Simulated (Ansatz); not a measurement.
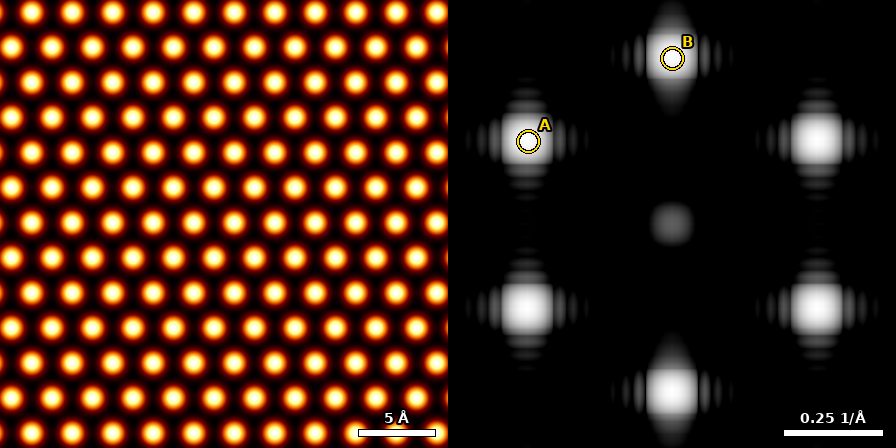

Z-contrast image of a crystal. The image is simulated as a sum over atoms of Z^1.8, blurred by a 1.30 Å probe (no channelling). The probe carries 25 % of its weight in a tail 2.5 times as wide.

The right panel is the modulus of the image's Fourier transform on a logarithmic scale.

### Which lattice spacings do the marked spots stand for, and what angle do A and B enclose?

A: 2.3 Å, B: 2.3 Å; A and B enclose about 60°.

The crystal is Ge (Im-3m, No. 229) along [111]; the spots are (0 1 -1) and (1 0 -1). Atomic positions: coordinates from a relaxation with DFT, PBEsol, plane waves (420 eV) with PAW, scalar-relativistic (Ansatz); the starting structure was generated, so it need not be a known form of this composition.
